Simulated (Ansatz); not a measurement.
# O: what the fields show

Input file:

```
crystal:
  lattice:
    - [-6.5739991993, 0.0, -5.9152565098]
    - [3.1843049268, 0.0, -8.6765107]
    - [-3.2869995997, -8.6314176502, -2.9576282549]
  atoms:
    - { symbol: O, position: [0.7418715768, 0.557014017, 0.164227868] }
    - { symbol: O, position: [0.7418715768, 0.2236806837, 0.164227868] }
    - { symbol: O, position: [0.7418715768, 0.8903473504, 0.164227868] }
    - { symbol: O, position: [0.2418715768, 0.557014017, 0.164227868] }
    - { symbol: O, position: [0.2418715768, 0.2236806837, 0.164227868] }
    - { symbol: O, position: [0.2418715768, 0.8903473504, 0.164227868] }
    - { symbol: O, position: [0.4918715768, 0.557014017, 0.664227868] }
    - { symbol: O, position: [0.4918715768, 0.2236806837, 0.664227868] }
    - { symbol: O, position: [0.4918715768, 0.8903473504, 0.664227868] }
    - { symbol: O, position: [0.9918715768, 0.557014017, 0.664227868] }
    - { symbol: O, position: [0.9918715768, 0.2236806837, 0.664227868] }
    - { symbol: O, position: [0.9918715768, 0.8903473504, 0.664227868] }
    - { symbol: O, position: [0.5939005552, 0.6096526496, 0.164227868] }
    - { symbol: O, position: [0.5939005552, 0.2763193163, 0.164227868] }
    - { symbol: O, position: [0.5939005552, 0.942985983, 0.164227868] }
    - { symbol: O, position: [0.0939005552, 0.6096526496, 0.164227868] }
    - { symbol: O, position: [0.0939005552, 0.2763193163, 0.164227868] }
    - { symbol: O, position: [0.0939005552, 0.942985983, 0.164227868] }
    - { symbol: O, position: [0.3439005552, 0.6096526496, 0.664227868] }
    - { symbol: O, position: [0.3439005552, 0.2763193163, 0.664227868] }
    - { symbol: O, position: [0.3439005552, 0.942985983, 0.664227868] }
    - { symbol: O, position: [0.8439005552, 0.6096526496, 0.664227868] }
    - { symbol: O, position: [0.8439005552, 0.2763193163, 0.664227868] }
    - { symbol: O, position: [0.8439005552, 0.942985983, 0.664227868] }
    - { symbol: O, position: [0.5081284232, 0.7763193163, 0.335772132] }
    - { symbol: O, position: [0.5081284232, 0.442985983, 0.335772132] }
    - { symbol: O, position: [0.5081284232, 0.1096526496, 0.335772132] }
    - { symbol: O, position: [0.0081284232, 0.7763193163, 0.335772132] }
    - { symbol: O, position: [0.0081284232, 0.442985983, 0.335772132] }
    - { symbol: O, position: [0.0081284232, 0.1096526496, 0.335772132] }
    - { symbol: O, position: [0.2581284232, 0.7763193163, 0.835772132] }
    - { symbol: O, position: [0.2581284232, 0.442985983, 0.835772132] }
    - { symbol: O, position: [0.2581284232, 0.1096526496, 0.835772132] }
    - { symbol: O, position: [0.7581284232, 0.7763193163, 0.835772132] }
    - { symbol: O, position: [0.7581284232, 0.442985983, 0.835772132] }
    - { symbol: O, position: [0.7581284232, 0.1096526496, 0.835772132] }
    - { symbol: O, position: [0.6560994448, 0.7236806837, 0.335772132] }
    - { symbol: O, position: [0.6560994448, 0.3903473504, 0.335772132] }
    - { symbol: O, position: [0.6560994448, 0.057014017, 0.335772132] }
    - { symbol: O, position: [0.1560994448, 0.7236806837, 0.335772132] }
    - { symbol: O, position: [0.1560994448, 0.3903473504, 0.335772132] }
    - { symbol: O, position: [0.1560994448, 0.057014017, 0.335772132] }
    - { symbol: O, position: [0.4060994448, 0.7236806837, 0.835772132] }
    - { symbol: O, position: [0.4060994448, 0.3903473504, 0.835772132] }
    - { symbol: O, position: [0.4060994448, 0.057014017, 0.835772132] }
    - { symbol: O, position: [0.9060994448, 0.7236806837, 0.835772132] }
    - { symbol: O, position: [0.9060994448, 0.3903473504, 0.835772132] }
    - { symbol: O, position: [0.9060994448, 0.057014017, 0.835772132] }
basis:
  ecutwfc: 420
  xc_grid: 2
kpoints:
  mp_grid: { grid: [2, 2, 2], shift: [0.0, 0.0, 0.0] }
hamiltonian:
  xc: pbe
  dispersion: d3bj
scf:
  occupations: { method: gaussian, width: 0.01 }
output:
  forces: true
  stress: true
  eigenvalues: true
  write_density: true
  write_potential: true
  elf: true
  volumetric_format: npy
```

Launched as:

```sh
ansatz run input.yaml --threads 4 --pin off --max-ram 6144MiB --backend cpu --events-out ev --progress --plain --runs-dir out
```

Space group P2/c; a structure from a database of computed crystals, not necessarily the ambient phase.

Computed with Ansatz, DFT PBE+D3(BJ), scalar-relativistic, plane waves, PAW.

The density is the valence pseudo-density of a PAW calculation; it isn't the true density close to the nuclei.

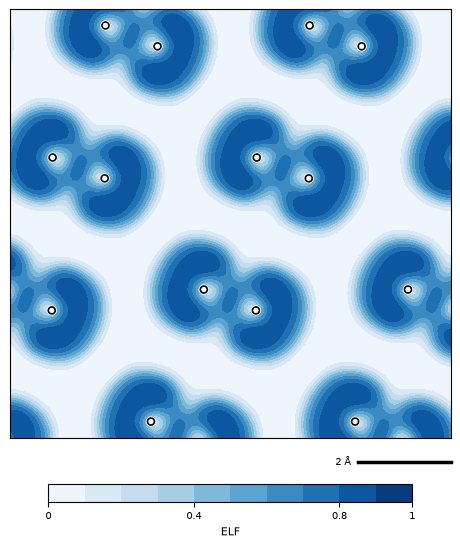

Figure 1. ELF on the (001) plane of the calculation cell. Circles mark the nuclei in the plane (O).

What do the fields say about this system?

Answer.
- Atoms in the plane: O.
- O–O (1.21 Å): the ELF peaks at about 0.75 between the atoms (inside overlapping PAW spheres, so only a guide): a covalent bond.
- The ELF also peaks beside O, away from the bonds: lone-pair regions.

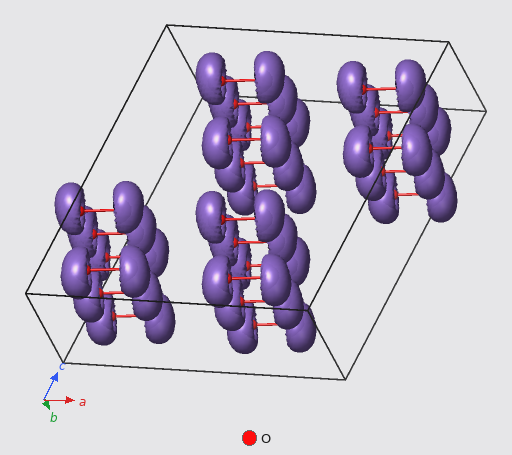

Figure 2. Isosurface of the electron localisation function at 0.8 (purple), seen at an oblique angle. Core shells and regions of very low density are left out. Sticks mark near contacts.

Where are the electrons localised?

Answer. The surface consists of 48 lobes on O, pointing away from the bonds (lone pairs, which may merge into one lobe), counted in one cell of 48 atoms. Any copies at cell faces, edges or corners count once.

Does the calculation give a band gap?

Answer. It is gapped, with a Kohn–Sham gap of 1.0 eV on the k-point mesh, an upper bound to the gap of this method.
